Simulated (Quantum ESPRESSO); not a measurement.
**Band-structure run of Fe (part 1 of 2)**

System: Fe (1 atom in the cell).
Method: Kohn-Sham DFT of a periodic cell, LDA, SG15 PBE 1.2, spin-polarised (Quantum ESPRESSO 7.5).

The structure derives from an entry of the Crystallography Open Database.

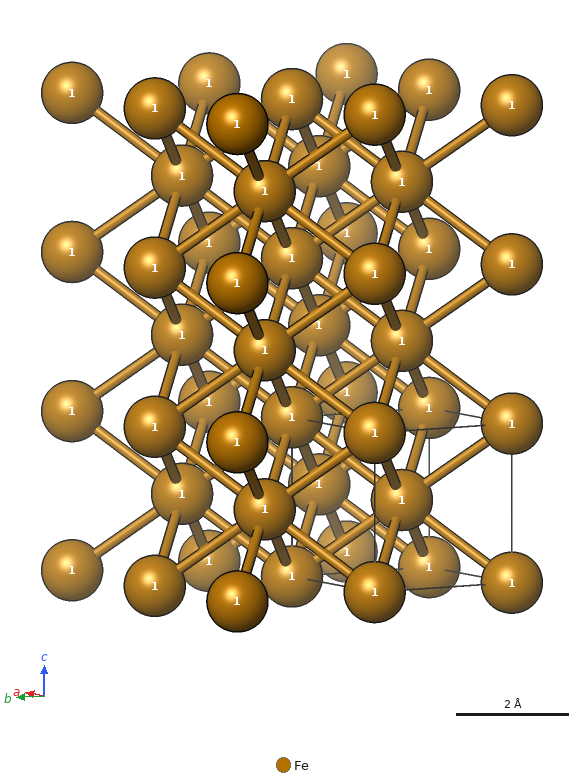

**Figure 1.** The input geometry (ball-and-stick view of the cell 2 times as large as that of the calculation, set on its symmetry axes, repeated 2 × 2 × 3, seen at an oblique angle; atoms are numbered from 1 in the order of the input). An atom can appear more than once, as a periodic image. Near neighbours in the periodic cell (some may lie outside the picture): Fe has 8 Fe at 2.50 Å.

Input file
```
&CONTROL
  calculation = 'scf'
  prefix = 'pwscf'
  outdir = './tmp'
  pseudo_dir = './pseudo'
  tprnfor = .true.
  tstress = .true.
  disk_io = 'low'
/
&SYSTEM
  ibrav = 0
  A = 2.49934932
  nat = 1
  ntyp = 1
  ecutwfc = 70
  nbnd = 17
  input_dft = 'pz'
  occupations = 'smearing'
  smearing = 'fd'
  degauss = 0.00367493
  nspin = 2
  starting_magnetization(1) = 0.1875
/
&ELECTRONS
  conv_thr = 2d-10
  electron_maxstep = 120
  mixing_beta = 0.3
/
ATOMIC_SPECIES
Fe    55.8450 Fe_ONCV_PBE-1.2.upf
CELL_PARAMETERS alat
  -0.5773502681    0.5773502681    0.5773502681
   0.5773502681   -0.5773502681    0.5773502681
   0.5773502681    0.5773502681   -0.5773502681
ATOMIC_POSITIONS alat
Fe     0.0000000000    0.0000000000    0.0000000000
K_POINTS automatic
13 13 13 0 0 0
```

File bands.in
```
&CONTROL
  calculation = 'bands'
  prefix = 'pwscf'
  outdir = './tmp'
  pseudo_dir = './pseudo'
  disk_io = 'low'
  verbosity = 'high'
/
&SYSTEM
  ibrav = 0
  A = 2.49934932
  nat = 1
  ntyp = 1
  ecutwfc = 70
  nbnd = 17
  input_dft = 'pz'
  occupations = 'smearing'
  smearing = 'fd'
  degauss = 0.00367493
  nspin = 2
  starting_magnetization(1) = 0.1875
/
&ELECTRONS
  conv_thr = 1d-08
  electron_maxstep = 120
  mixing_beta = 0.3
  diago_full_acc = .true.
  startingwfc = 'random'
/
ATOMIC_SPECIES
Fe    55.8450 Fe_ONCV_PBE-1.2.upf
CELL_PARAMETERS alat
  -0.5773502681    0.5773502681    0.5773502681
   0.5773502681   -0.5773502681    0.5773502681
   0.5773502681    0.5773502681   -0.5773502681
ATOMIC_POSITIONS alat
Fe     0.0000000000    0.0000000000    0.0000000000
K_POINTS crystal
60
 0.0000000000  0.0000000000  0.0000000000 1
 0.0416666667 -0.0416666667  0.0416666667 1
 0.0833333333 -0.0833333333  0.0833333333 1
 0.1250000000 -0.1250000000  0.1250000000 1
 0.1666666667 -0.1666666667  0.1666666667 1
 0.2083333333 -0.2083333333  0.2083333333 1
 0.2500000000 -0.2500000000  0.2500000000 1
 0.2916666667 -0.2916666667  0.2916666667 1
 0.3333333333 -0.3333333333  0.3333333333 1
 0.3750000000 -0.3750000000  0.3750000000 1
 0.4166666667 -0.4166666667  0.4166666667 1
 0.4583333333 -0.4583333333  0.4583333333 1
 0.5000000000 -0.5000000000  0.5000000000 1
 0.4375000000 -0.4375000000  0.5000000000 1
 0.3750000000 -0.3750000000  0.5000000000 1
 0.3125000000 -0.3125000000  0.5000000000 1
 0.2500000000 -0.2500000000  0.5000000000 1
 0.1875000000 -0.1875000000  0.5000000000 1
 0.1250000000 -0.1250000000  0.5000000000 1
 0.0625000000 -0.0625000000  0.5000000000 1
 0.0000000000  0.0000000000  0.5000000000 1
 0.0000000000  0.0000000000  0.4444444444 1
 0.0000000000  0.0000000000  0.3888888889 1
 0.0000000000  0.0000000000  0.3333333333 1
 0.0000000000  0.0000000000  0.2777777778 1
 0.0000000000  0.0000000000  0.2222222222 1
 0.0000000000  0.0000000000  0.1666666667 1
 0.0000000000  0.0000000000  0.1111111111 1
 0.0000000000  0.0000000000  0.0555555556 1
 0.0000000000  0.0000000000  0.0000000000 1
 0.0227272727  0.0227272727  0.0227272727 1
 0.0454545455  0.0454545455  0.0454545455 1
 0.0681818182  0.0681818182  0.0681818182 1
 0.0909090909  0.0909090909  0.0909090909 1
 0.1136363636  0.1136363636  0.1136363636 1
 0.1363636364  0.1363636364  0.1363636364 1
 0.1590909091  0.1590909091  0.1590909091 1
 0.1818181818  0.1818181818  0.1818181818 1
 0.2045454545  0.2045454545  0.2045454545 1
 0.2272727273  0.2272727273  0.2272727273 1
 0.2500000000  0.2500000000  0.2500000000 1
 0.2708333333  0.1875000000  0.2708333333 1
 0.2916666667  0.1250000000  0.2916666667 1
 0.3125000000  0.0625000000  0.3125000000 1
 0.3333333333  0.0000000000  0.3333333333 1
 0.3541666667 -0.0625000000  0.3541666667 1
 0.3750000000 -0.1250000000  0.3750000000 1
 0.3958333333 -0.1875000000  0.3958333333 1
 0.4166666667 -0.2500000000  0.4166666667 1
 0.4375000000 -0.3125000000  0.4375000000 1
 0.4583333333 -0.3750000000  0.4583333333 1
 0.4791666667 -0.4375000000  0.4791666667 1
 0.5000000000 -0.5000000000  0.5000000000 1
 0.2500000000  0.2500000000  0.2500000000 1
 0.2083333333  0.2083333333  0.2916666667 1
 0.1666666667  0.1666666667  0.3333333333 1
 0.1250000000  0.1250000000  0.3750000000 1
 0.0833333333  0.0833333333  0.4166666667 1
 0.0416666667  0.0416666667  0.4583333333 1
 0.0000000000  0.0000000000  0.5000000000 1
```

Launch command:
```bash
OMP_NUM_THREADS=1 pw.x -in pw.in > pw.out
OMP_NUM_THREADS=1 pw.x -in bands.in > bands.out
```

Log
```
This program is part of the open-source Quantum ESPRESSO suite
     for quantum simulation of materials; please cite
         "P. Giannozzi et al., J. Phys.:Condens. Matter 21 395502 (2009);
         "P. Giannozzi et al., J. Phys.:Condens. Matter 29 465901 (2017);
         "P. Giannozzi et al., J. Chem. Phys. 152 154105 (2020);
          URL
     in publications or presentations arising from this work. More details at

     IMPORTANT: XC functional enforced from input :
     Exchange-correlation= PZ
                           (   1   1   0   0   0   0   0)
     Any further DFT definition will be discarded
     Please, verify this is what you really want

     Message from routine setup:
     using ibrav=0 with symmetry is DISCOURAGED, use correct ibrav instead

     G-vector sticks info
     --------------------
     sticks:   dense  smooth     PW     G-vecs:    dense   smooth      PW
     Sum         471     471    155                 6459     6459    1205

     Using Slab Decomposition

     bravais-lattice index     =            0
     lattice parameter (alat)  =       4.7231  a.u.
     unit-cell volume          =      81.1065 (a.u.)^3
     number of atoms/cell      =            1
     number of atomic types    =            1
     number of electrons       =        16.00
     number of Kohn-Sham states=           17
     kinetic-energy cutoff     =      70.0000  Ry
     charge density cutoff     =     280.0000  Ry
     scf convergence threshold =      2.0E-10
     mixing beta               =       0.3000
     number of iterations used =            8  plain     mixing
     Exchange-correlation= PZ
                           (   1   1   0   0   0   0   0)

     celldm(1)=   4.723086  celldm(2)=   0.000000  celldm(3)=   0.000000
     celldm(4)=   0.000000  celldm(5)=   0.000000  celldm(6)=   0.000000

     crystal axes: (cart. coord. in units of alat)
               a(1) = (  -0.577350   0.577350   0.577350 )
               a(2) = (   0.577350  -0.577350   0.577350 )
               a(3) = (   0.577350   0.577350  -0.577350 )

     reciprocal axes: (cart. coord. in units 2 pi/alat)
               b(1) = (  0.000000  0.866025  0.866025 )
               b(2) = (  0.866025  0.000000  0.866025 )
               b(3) = (  0.866025  0.866025  0.000000 )

     PseudoPot. # 1 for Fe read from file:
     Fe_ONCV_PBE-1.2.upf
     Pseudo is Norm-conserving, Zval = 16.0
     Generated using ONCVPSP code by D. R. Hamann
     Using radial grid of  602 points,  6 beta functions with:
                l(1) =   0
                l(2) =   0
                l(3) =   1
                l(4) =   1
                l(5) =   2
                l(6) =   2

     atomic species   valence    mass     pseudopotential
     Fe               16.00    55.84500     Fe( 1.00)

     Starting magnetic structure
     atomic species   magnetization
     Fe              0.188

     48 Sym. Ops., with inversion, found

   Cartesian axes

     site n.     atom                  positions (alat units)
         1        Fe     tau(   1) = (   0.0000000   0.0000000   0.0000000  )

     number of k points=    84  Fermi-Dirac smearing, width (Ry)=  0.0037
                       cart. coord. in units 2pi/alat
        k(    1) = (   0.0000000   0.0000000   0.0000000), wk =   0.0004552
        k(    2) = (   0.0666173   0.0666173   0.0000000), wk =   0.0054620
        k(    3) = (   0.1332347   0.1332347   0.0000000), wk =   0.0054620
        k(    4) = (   0.1998520   0.1998520   0.0000000), wk =   0.0054620
        k(    5) = (   0.2664694   0.2664694   0.0000000), wk =   0.0054620
        k(    6) = (   0.3330867   0.3330867   0.0000000), wk =   0.0054620
        k(    7) = (   0.3997040   0.3997040   0.0000000), wk =   0.0054620
        k(    8) = (   0.1332347   0.0666173   0.0666173), wk =   0.0109240
        k(    9) = (   0.1998520   0.1332347   0.0666173), wk =   0.0218480
        k(   10) = (   0.2664694   0.1998520   0.0666173), wk =   0.0218480
        k(   11) = (   0.3330867   0.2664694   0.0666173), wk =   0.0218480
        k(   12) = (   0.3997040   0.3330867   0.0666173), wk =   0.0218480
        k(   13) = (   0.4663214   0.3997040   0.0666173), wk =   0.0109240
        k(   14) = (   0.2664694   0.1332347   0.1332347), wk =   0.0109240
        k(   15) = (   0.3330867   0.1998520   0.1332347), wk =   0.0218480
        k(   16) = (   0.3997040   0.2664694   0.1332347), wk =   0.0218480
        k(   17) = (   0.4663214   0.3330867   0.1332347), wk =   0.0218480
        k(   18) = (   0.3997040   0.1998520   0.1998520), wk =   0.0109240
        k(   19) = (   0.4663214   0.2664694   0.1998520), wk =   0.0218480
        k(   20) = (   0.5329387   0.3330867   0.1998520), wk =   0.0109240
        k(   21) = (   0.5329387   0.2664694   0.2664694), wk =   0.0109240
        k(   22) = (   0.1332347   0.1332347   0.1332347), wk =   0.0036413
        k(   23) = (   0.1998520   0.1998520   0.1332347), wk =   0.0109240
        k(   24) = (   0.2664694   0.2664694   0.1332347), wk =   0.0109240
        k(   25) = (   0.3330867   0.3330867   0.1332347), wk =   0.0109240
        k(   26) = (   0.3997040   0.3997040   0.1332347), wk =   0.0109240
        k(   27) = (   0.0000000   0.0000000   0.1332347), wk =   0.0027310
        k(   28) = (   0.2664694   0.1998520   0.1998520), wk =   0.0109240
        k(   29) = (   0.3330867   0.2664694   0.1998520), wk =   0.0218480
        k(   30) = (   0.3997040   0.3330867   0.1998520), wk =   0.0218480
        k(   31) = (   0.4663214   0.3997040   0.1998520), wk =   0.0109240
        k(   32) = (   0.0000000  -0.0666173   0.1998520), wk =   0.0109240
        k(   33) = (   0.3997040   0.2664694   0.2664694), wk =   0.0109240
        k(   34) = (   0.4663214   0.3330867   0.2664694), wk =   0.0218480
        k(   35) = (   0.0000000  -0.1332347   0.2664694), wk =   0.0109240
        k(   36) = (   0.0666173  -0.0666173   0.2664694), wk =   0.0109240
        k(   37) = (   0.5329387   0.3330867   0.3330867), wk =   0.0036413
        k(   38) = (   0.0000000  -0.1998520   0.3330867), wk =   0.0109240
        k(   39) = (   0.0666173  -0.1332347   0.3330867), wk =   0.0218480
        k(   40) = (   0.0000000  -0.2664694   0.3997040), wk =   0.0109240
        k(   41) = (   0.0666173  -0.1998520   0.3997040), wk =   0.0218480
        k(   42) = (   0.1332347  -0.1332347   0.3997040), wk =   0.0109240
        k(   43) = (  -0.0000000  -0.3330867   0.4663214), wk =   0.0109240
        k(   44) = (   0.0666173  -0.2664694   0.4663214), wk =   0.0218480
        k(   45) = (   0.1332347  -0.1998520   0.4663214), wk =   0.0218480
        k(   46) = (  -0.7994081  -0.3330867  -0.3330867), wk =   0.0109240
        k(   47) = (  -0.7327907  -0.2664694  -0.3330867), wk =   0.0218480
        k(   48) = (  -0.6661734  -0.1998520  -0.3330867), wk =   0.0109240
        k(   49) = (  -0.6661734  -0.2664694  -0.2664694), wk =   0.0109240
        k(   50) = (   0.2664694   0.2664694   0.2664694), wk =   0.0036413
        k(   51) = (   0.3330867   0.3330867   0.2664694), wk =   0.0109240
        k(   52) = (   0.3997040   0.3997040   0.2664694), wk =   0.0109240
        k(   53) = (   0.0000000   0.0000000   0.2664694), wk =   0.0027310
        k(   54) = (   0.3997040   0.3330867   0.3330867), wk =   0.0109240
        k(   55) = (   0.4663214   0.3997040   0.3330867), wk =   0.0109240
        k(   56) = (   0.0000000  -0.0666173   0.3330867), wk =   0.0109240
        k(   57) = (   0.0000000  -0.1332347   0.3997040), wk =   0.0109240
```
